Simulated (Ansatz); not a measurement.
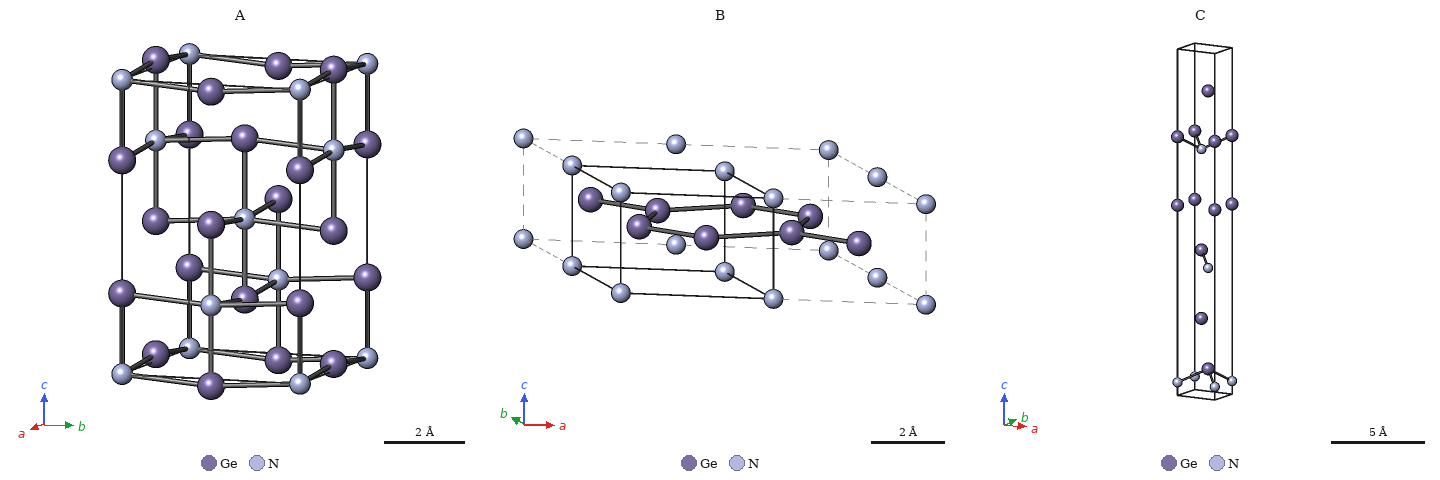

Three structures of Ge2N, each relaxed to rest (conventional cells in solid outline, small ones repeated, each panel with its own scale). Method: Ansatz, DFT PBE, scalar-relativistic, plane waves, PAW, without spin polarisation.

**Give the type and space group of each panel.**

A: 12 atoms a cell on a body-centred tetragonal lattice, I4_1/amd; B: AlB₂ type, P6/mmm; C: 9 atoms a cell on a rhombohedral (trigonal R) lattice, R3m.

**Rank them by energy, lowest first.**

C, then A (+185 meV/atom) and B (+1164 meV/atom), energies at zero smearing.

**Collect the results in a table.**

| panel | structure | E − E(lowest) (meV/atom) | volume (Å³/atom) | gap (eV) |
| --- | --- | --- | --- | --- |
| C | R3m | 0 | 16.3 | metal |
| A | I4_1/amd | 185 | 14.3 | metal |
| B | P6/mmm | 1164 | 15.1 | metal |

Some of these may be structure types tried for this composition rather than known phases, and the most stable form need not be among them. Gaps are taken on the k-mesh or band path of each run.
